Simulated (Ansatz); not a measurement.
The structure in question:

```
CELL_PARAMETERS angstrom
3.02956 0.00000 0.00000
-1.51478 2.62368 0.00000
0.00000 0.00000 13.69324
ATOMIC_POSITIONS crystal
Si 0.66667 0.33333 0.33333
O 0.33333 0.66667 0.40639
O 0.00000 0.00000 0.26028
Si 0.33333 0.66667 0.66667
O 0.00000 0.00000 0.73972
O 0.66667 0.33333 0.59361
Si 0.00000 0.00000 0.00000
O 0.66667 0.33333 0.07305
O 0.33333 0.66667 0.92695
```

Q: Characterise the structure given above.

A: The compound is SiO₂. The lattice is rhombohedral (trigonal R) and the space group R-3m (No. 166). This arrangement goes by the name cadmium chloride (CdCl₂) type. The cell holds 9 atoms (3 Si, 6 O), Z = 3. Neighbours within bonding distance: Si 6 and O 3.

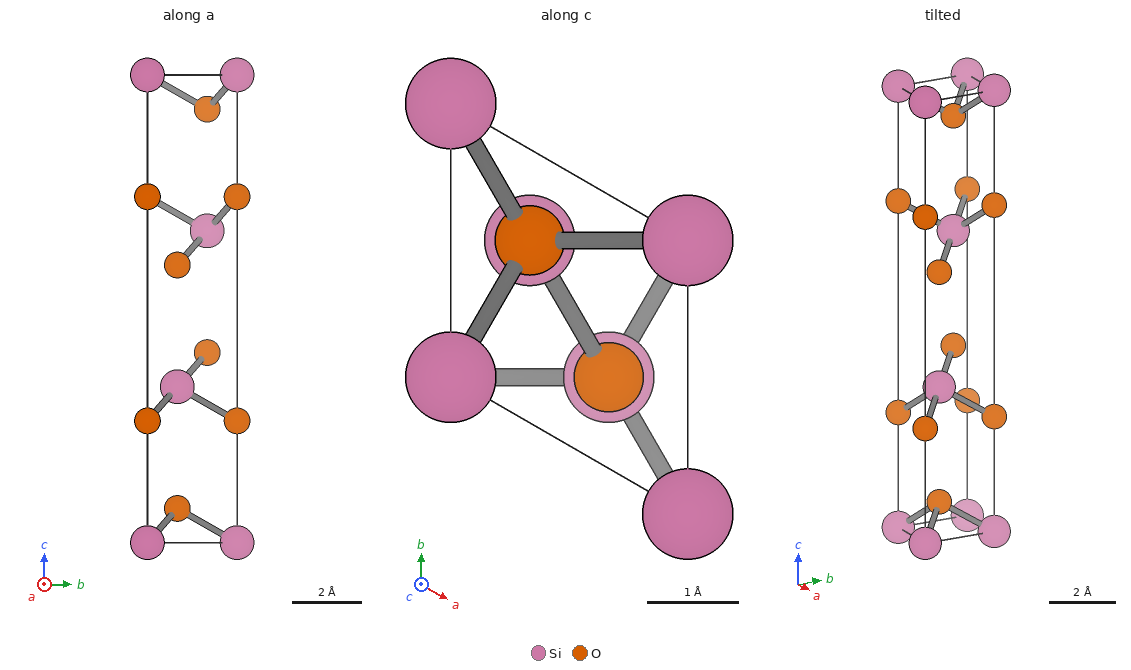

Shown here is a ball-and-stick view of the crystal, taken along the a axis, along the c axis and slightly off an axis. One conventional unit cell is framed, with atoms on its boundary repeated. Colours: silicon pink, oxygen orange.

The structure was taken from a structure listed in the Materials Project, with elements exchanged, so it need not be a known form of the compound. The cell was then strained or its atoms displaced on purpose. Ansatz was used for an electronic-structure calculation on it.

At this level of theory the cell isn't at rest (stretched, at -39 GPa and forces up to 2.8 eV/Å), so its distances can differ from those at equilibrium, the more so the softer the solid.
